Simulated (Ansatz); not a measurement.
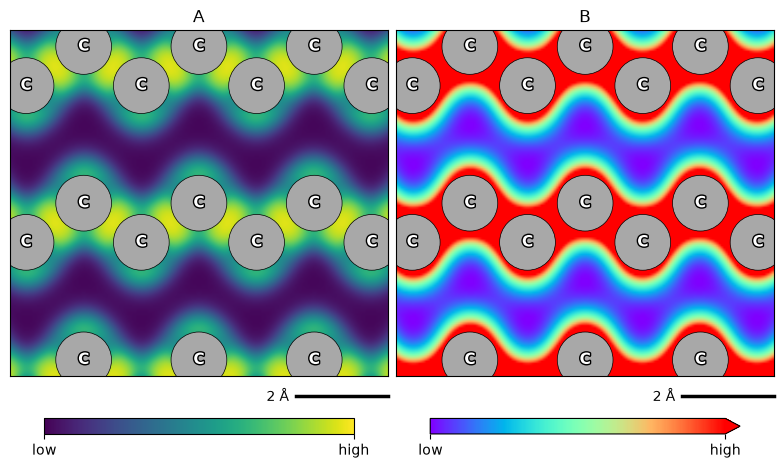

C: 2 fields on the (010) plane of the conventional cell, with unlabelled colour scales. Grey discs cover the atomic cores.

Space group I4₁/amd; started from the diamond prototype, which need not be the ambient phase; changed on purpose from its base cell (uniaxial z strain -3.9%); computed pressure about 13 GPa in this cell.

Level of theory: DFT, HSE06, plane waves, PAW in Ansatz.

### The panels show electron localisation function and valence pseudo-density in some order. Assign them.

Panel A: electron localisation function. Panel B: valence pseudo-density. From the grid: C–C (1.52 Å): ρ at the midpoint is about 1.7 e/Å³; the ELF peaks at about 0.95 between the atoms; a covalent bond.
